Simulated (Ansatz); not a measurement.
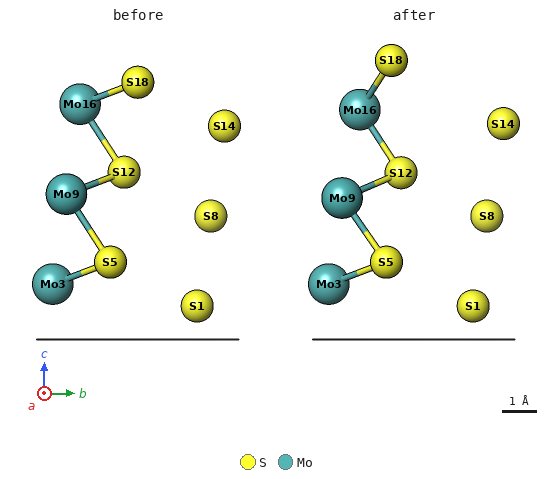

The structure of a slab of composition MoS2 (cut from the R-3m phase) before (left) and after (right) a constrained relaxation, at one scale.

A ball-and-stick model of the cell of the calculation, outlined in the plane, without the vacuum (origin shifted), seen along the a axis.

Case: clean slab, lower half held. The slab is the (1 0 1) face of MoS2. 8 atoms are held fixed.

These are results of DFT PBE+D3(BJ), scalar-relativistic, plane waves, PAW (Ansatz), not measurements.

Input
```yaml
crystal:
  lattice:
    - [6.2669154366, 0.0, 0.0]
    - [-1.5667288591, 6.0271650297, 0.0]
    - [0.0, 0.0, 23.6733296132]
  atoms:
    - { symbol: S, position: [0.4455286917, 0.782114767, 0.3590538441] }
    - { symbol: S, position: [0.9455286917, 0.782114767, 0.3590538441] }
    - { symbol: Mo, position: [0.2668927957, 0.0675711827, 0.3866691261] }
    - { symbol: Mo, position: [0.7668927957, 0.0675711827, 0.3866691261] }
    - { symbol: S, position: [0.5882568996, 0.3530275984, 0.4142844082] }
    - { symbol: S, position: [0.0882568996, 0.3530275984, 0.4142844082] }
    - { symbol: S, position: [0.7124214874, 0.8496859497, 0.472384718] }
    - { symbol: S, position: [0.2124214874, 0.8496859497, 0.472384718] }
    - { symbol: Mo, position: [0.5337855913, 0.1351423654, 0.5] }
    - { symbol: Mo, position: [0.0337855913, 0.1351423654, 0.5] }
    - { symbol: S, position: [0.8551496953, 0.4205987811, 0.527615282] }
    - { symbol: S, position: [0.3551496953, 0.4205987811, 0.527615282] }
    - { symbol: S, position: [0.9793142831, 0.9172571323, 0.5857155918] }
    - { symbol: S, position: [0.4793142831, 0.9172571323, 0.5857155918] }
    - { symbol: Mo, position: [0.800678387, 0.202713548, 0.6133308739] }
    - { symbol: Mo, position: [0.300678387, 0.202713548, 0.6133308739] }
    - { symbol: S, position: [0.1220424909, 0.4881699637, 0.6409461559] }
    - { symbol: S, position: [0.6220424909, 0.4881699637, 0.6409461559] }
basis:
  ecutwfc: 420
kpoints:
  mp_grid: { grid: [5, 5, 1] }
hamiltonian:
  xc: pbe
  dispersion: d3bj
scf:
  occupations: { method: gaussian, width: 0.1 }
output:
  forces: true
  eigenvalues: true
  write_density: true
  write_potential: true
  elf: true
  volumetric_format: npy
relax:
  adjacent_minimum: "off"
  f_tol: 0.03
  max_steps: 70
  constraints: [{ sites: [0, 1, 2, 3, 4, 5, 6, 7] }]
efield:
  axis: 3
  dipole_correction: true
  ramp_width: 0.04
```

Command:
```bash
ansatz run input.yaml --threads 4 --pin off --max-ram 10240MiB --backend cpu --events-out ev --progress --plain --runs-dir out
```

What changed between the two?

The largest moves, 0.93 Å, are those of S17 and S18. S17 goes at 46° to the normal (+c side). By element the largest moves are S 0.93 Å, Mo 0.20 Å. The lattice vectors keep their values. Some distances before and after: S11–Mo15 2.417 → 2.248 Å, Mo10–S13 2.417 → 2.529 Å, Mo3–Mo10 3.133 → 3.033 Å, S5–Mo9 2.417 → 2.327 Å. Among the angles between lasting bonds that change: S13–Mo16–S18 180.0° → 147.6°, S12–Mo16–S17 80.8° → 107.8°, S13–Mo16–S17 99.2° → 87.9°. The energy falls by 2.234 eV per cell of the calculation in 6 accepted moves (7 points after the start). Largest force component: 2.6 eV/Å at the start, 0.015 eV/Å at the end. The line search rejected the trial step at point 6 of the run.
